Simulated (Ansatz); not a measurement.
A series of calculations on CuO and related structures

Part 1: Relaxation

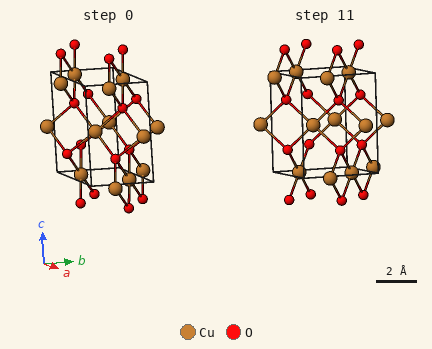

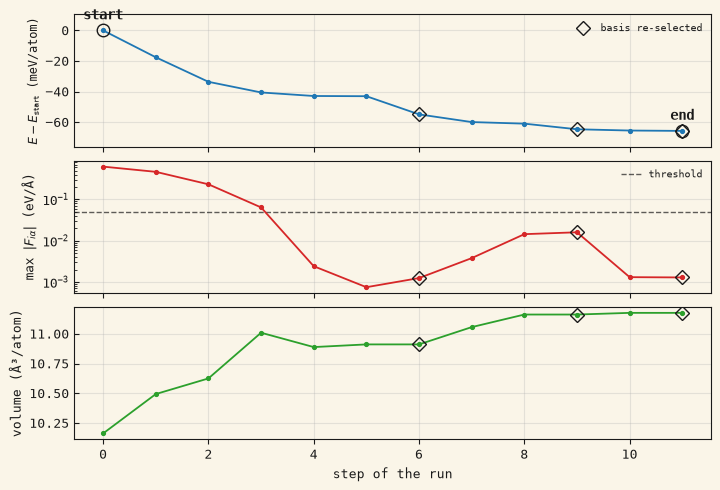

First and last geometry of a relaxation of crystalline CuO (set up in Cc) (coarse preliminary run), with the history of the run. A ball-and-stick model of the conventional cell (2 times the calculation's cell), seen slightly off an axis. Lengths and directions refer to the drawn axes.

Theory: DFT PBE, scalar-relativistic, plane waves, PAW (Ansatz 0.2.0).

Input
```yaml
crystal:
  lattice:
    - [2.34465, -1.7134, 0.0]
    - [2.34465, 1.7134, 0.0]
    - [-0.86055, 0.0, 5.05944]
  atoms:
    - { symbol: Cu, position: [0.0032, 0.4968, 0.0] }
    - { symbol: Cu, position: [0.4968, 0.0032, 0.5] }
    - { symbol: O, position: [0.5714, 0.4056, 0.2537] }
    - { symbol: O, position: [0.4056, 0.5714, 0.7537] }
basis:
  ecutwfc: 420
kpoints:
  mp_grid: { grid: [8, 8, 4] }
hamiltonian:
  xc: pbe
scf:
  occupations: { method: gaussian, width: 0.1 }
output:
  forces: true
  stress: true
  eigenvalues: true
relax:
  adjacent_minimum: "off"
  f_tol: 0.05
  max_steps: 80
  cell: { stress_tol: 0.5 }
```

Run as
```bash
ansatz run input.yaml --threads 2 --pin off --max-ram 5120MiB --backend cpu --events-out ev --progress --plain --runs-dir out
```

Question: Did the run converge, and what did it change?

Answer: It converged. After 8 accepted moves (11 points after the start) the energy has fallen by 65.7 meV per atom. Largest force component: 0.63 eV/Å at the start, 0.0013 eV/Å at the end. The pressure goes from 5.70 to 0.13 GPa. The SCF was repeated 3 times at an unchanged geometry on a basis and grid sized afresh for the cell, which shifted the energy by 11.9 meV per atom at most. The largest moves relative to the cell, 0.34 Å, are those of O3 and O4. O3 goes along +b. By element the largest moves are O 0.34 Å, Cu 0.03 Å. The drawn cell changes as follows: a 4.689 → 4.232 Å (−9.8 %), b 3.427 → 4.097 Å (+19.6 %), c 5.132 → 5.157 Å (+0.5 %), β 99.7° → 90.0°; the volume changes by +10.0 %. Some distances before and after: Cu1–O3 2.019 → 1.957 Å, Cu1–O4 1.907 → 1.957 Å, Cu1–O3 (another image) 1.932 → 1.957 Å, Cu1–O4 (another image) 1.977 → 1.957 Å. Among the angles between lasting bonds that change: Cu1–O3–Cu2 146.0° → 116.9°, Cu1–O3–Cu2 101.7° → 114.6°, Cu1–O3–Cu2 108.5° → 116.9°. The space group (tolerance 0.01 Å) goes from Cc (No. 9) to Cccm (No. 66). The run took 62 s on 2 threads of Arm Neoverse V1, with other jobs on the host, peak memory 0.36 GiB.

| step | E − E(0), meV/atom | largest force component, eV/Å | pressure, GPa | volume, Å³/atom | note |
| --- | --- | --- | --- | --- | --- |
| 0 | 0.00 | 0.6257 | 5.70 | 10.163 |  |
| 1 | -17.56 | 0.4678 | 1.81 | 10.494 |  |
| 2 | -33.61 | 0.2332 | 3.95 | 10.625 |  |
| 3 | -40.57 | 0.0642 | -1.21 | 11.009 |  |
| 4 | -42.89 | 0.0024 | 0.14 | 10.889 |  |
| 5 | -43.03 | 0.0007 | 0.01 | 10.911 |  |
| 6 | -54.91 | 0.0012 | 1.56 | 10.911 | same geometry, new basis |
| 7 | -59.94 | 0.0038 | 0.63 | 11.056 |  |
| 8 | -60.98 | 0.0144 | -0.25 | 11.162 |  |
| 9 | -64.65 | 0.0160 | 0.08 | 11.162 | same geometry, new basis |
| 10 | -65.48 | 0.0013 | 0.10 | 11.176 |  |
| 11 | -65.72 | 0.0013 | 0.13 | 11.176 | same geometry, new basis |

Part 2: Relaxation

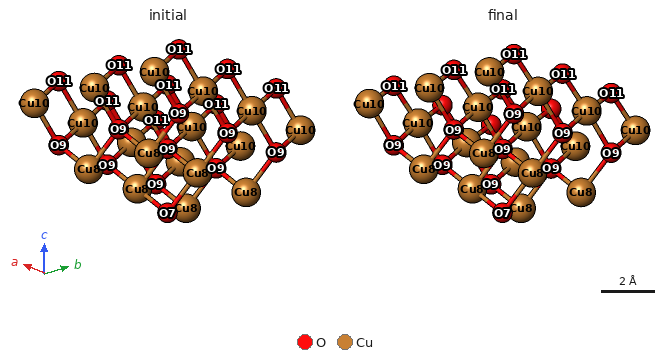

The structure of a slab of composition Cu$_{5}$O$_{6}$ (cut from the Cccm phase) before (left) and after (right) a relaxation, at one scale.

Style: ball-and-stick. Shown: the atoms within 5.8 Å of the atom that moves most (axes of the 2 × 3 repeat of the cell, outlined in the plane, without the vacuum), from a free direction.

Case: (0 0 1) slab, atoms relaxed. The slab is the (0 0 1) face of CuO.

These are results of DFT PBE, scalar-relativistic, plane waves, PAW (Ansatz), not measurements.

The input:
```yaml
crystal:
  lattice:
    - [2.948696676, 0.0, 0.0]
    - [0.0129800027, 2.9486681073, 0.0]
    - [0.0, 0.0, 27.8783301249]
  atoms:
    - { symbol: O, position: [0.5057974905, 0.5057743899, 0.2690261564] }
    - { symbol: Cu, position: [0.0057978908, 0.5057978908, 0.3152209251] }
    - { symbol: O, position: [0.5057982911, 0.5058213917, 0.3614156938] }
    - { symbol: Cu, position: [0.505821792, 0.005821792, 0.4076104626] }
    - { symbol: O, position: [0.5058452929, 0.5058221923, 0.4538052313] }
    - { symbol: Cu, position: [0.0058456932, 0.5058456932, 0.5] }
    - { symbol: O, position: [0.5058460934, 0.5058691941, 0.5461947687] }
    - { symbol: Cu, position: [0.5058695944, 0.0058695944, 0.5923895374] }
    - { symbol: O, position: [0.5058930953, 0.5058699946, 0.6385843062] }
    - { symbol: Cu, position: [0.0058934955, 0.5058934955, 0.6847790749] }
    - { symbol: O, position: [0.5058938958, 0.5059169965, 0.7309738436] }
basis:
  ecutwfc: 420
kpoints:
  mp_grid: { grid: [12, 12, 1] }
hamiltonian:
  xc: pbe
scf:
  occupations: { method: gaussian, width: 0.1 }
output:
  forces: true
  eigenvalues: true
relax:
  adjacent_minimum: "off"
  f_tol: 0.02
  max_steps: 60
efield:
  axis: 3
  dipole_correction: true
  ramp_width: 0.04
```

Run as
```bash
ansatz run input.yaml --threads 2 --pin off --max-ram 5120MiB --backend cpu --events-out ev --progress --plain --runs-dir out
```

> Summarise the run.

The largest moves, 0.19 Å, are those of O1 and O11. O11 goes along the normal (−c). Largest moves by element: O 0.19 Å, Cu 0.01 Å. The cell stays as it was. Among the contacts that change: Cu10–O11 1.958 → 1.845 Å. Among the angles between lasting bonds that change: O11–Cu10–O11 97.7° → 106.1°, Cu10–O11–Cu10 97.7° → 106.1°, O9–Cu10–O11 180.0° → 175.8°. After 3 accepted moves (4 points after the start) the energy has fallen by 0.428 eV per cell of the calculation. The largest force component goes from 2.2 to 0.019 eV/Å. 1 step only repeated the SCF at the same geometry. Cost: 7.1 min on 2 threads of Arm Neoverse V2, on a shared host, peak memory 1.2 GiB.

Limits of the set-up: the cell has an odd number of electrons but was run without spin polarisation.

Part 3: A change

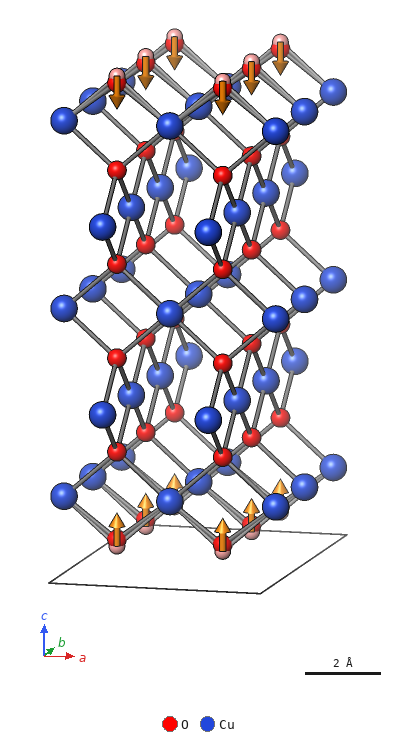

A (0 0 1) slab of CuO as cut from the relaxed bulk, drawn pale, and a changed version of it, drawn solid. The orange arrows show how the atoms are displaced, magnified 5 times. Style: ball-and-stick. Shown: the 2 × 3 repeat of the cell, outlined in the plane, without the vacuum, slightly off an axis.

Theory: DFT PBE, scalar-relativistic, plane waves, PAW (Ansatz 0.2.0). Set-up: plane-wave cutoff 420 eV; occupations gaussian; smearing width 0.1 eV; no spin polarisation. The k-mesh is chosen for each cell (12×12×7, 12×12×1).

What was done to the structure, and with what result?

The atoms of the slab are relaxed at the bulk's in-plane cell. The slab isn't stoichiometric; relaxing it gains 0.398 J/m². The top spacing, between the O and Cu planes, goes from 1.29 to 1.11 Å (−13.8 %), the bottom one (O to Cu) from 1.29 to 1.11 Å (−13.8 %). The work function of the top face goes from 8.47 to 8.25 eV. The cell doesn't change. The largest moves relative to the layer's centre, 0.19 Å, are those of O atoms. Largest moves by element: O 0.19 Å, Cu 0.01 Å. Near-neighbour distances before and after: Cu–O 1.958 → 1.845 to 1.958 Å.

Part 4: A change

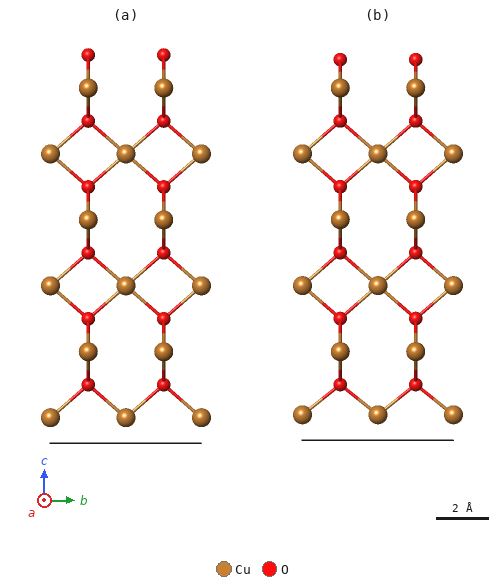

Left: a (0 0 1) slab of CuO as cut from the relaxed bulk. Right: the same structure after one change, at the same scale. Style: ball-and-stick. Shown: the 3 × 2 repeat of the cell, outlined in the plane, without the vacuum, along the a axis.

These are results of DFT PBE, scalar-relativistic, plane waves, PAW in Ansatz 0.2.0, not measurements. Set-up: plane-wave cutoff 420 eV; occupations gaussian; smearing width 0.1 eV; no spin polarisation. The k-mesh is chosen for each cell (12×12×7, 12×12×1).

The atoms of the slab are relaxed at the bulk's in-plane cell.

> And its effect?

The surface energy (mean of the two faces) falls from 2.52 to 2.28 J/m². The top spacing, between the O and Cu planes, goes from 1.29 to 1.11 Å (−13.9 %), the bottom one (Cu to O) from 1.29 to 1.18 Å (−8.4 %). The work function of the top face goes from 8.47 to 8.24 eV. The lattice vectors keep their values. The atom that moves furthest relative to the layer's centre is an O atom (0.18 Å along the normal (−c)). Largest moves by element: O 0.18 Å, Cu 0.11 Å. Among the bonded contacts that change: Cu–O 1.958 → 1.844 to 1.962 Å.
